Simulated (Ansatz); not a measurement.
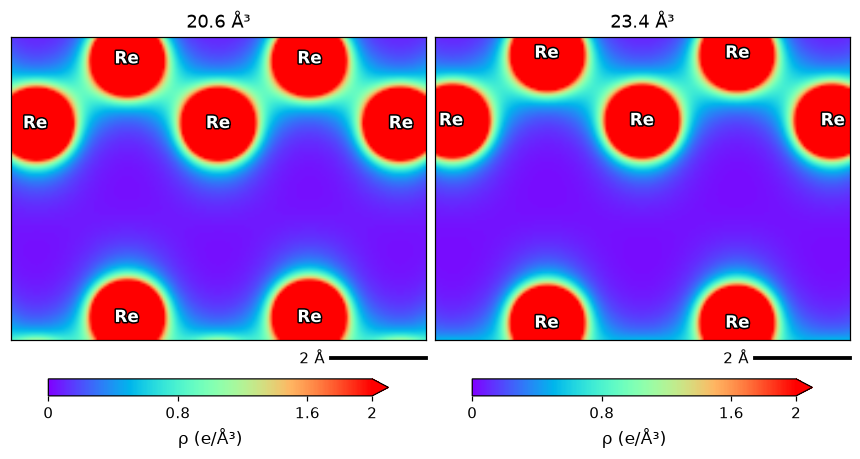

Re. The valence electron density of cells scaled evenly to different volumes (given per atom above each panel), on the (011̄) plane of each (indices in the axes of the cell below), at one length scale and on one colour scale.

A generated structure, not necessarily the stable one; computed without spin polarisation.

Method: DFT, BLYP, plane waves (420 eV) with PAW, scalar-relativistic in Ansatz 0.2.0.

In a PAW calculation such maps are meaningful between the atoms, not at the nuclei.

The largest cell:

```
Re
1.0
     0.00000    2.86233    2.86233
     2.86233    0.00000    2.86233
     2.86233    2.86233    0.00000
Re
2
Direct
  0.12500 0.12500 0.12500
  0.87500 0.87500 0.87500
```

| volume (Å³/atom) | Re–Re contact in the plane (Å) | ρ at its midpoint (e/Å³) | 
| --- | --- | --- |
| 20.64 | 2.375 | 0.900 | 
| 21.57 | 2.411 | ? | 
| 23.45 | 2.479 | 0.767 | 

**What values belong in the row with question marks?**

Over the known rows ln ρ falls by 1.54 per Å of Re–Re distance (the line through the two), which gives 0.852 e/Å³ at 2.411 Å; the calculation gives 0.852 e/Å³.
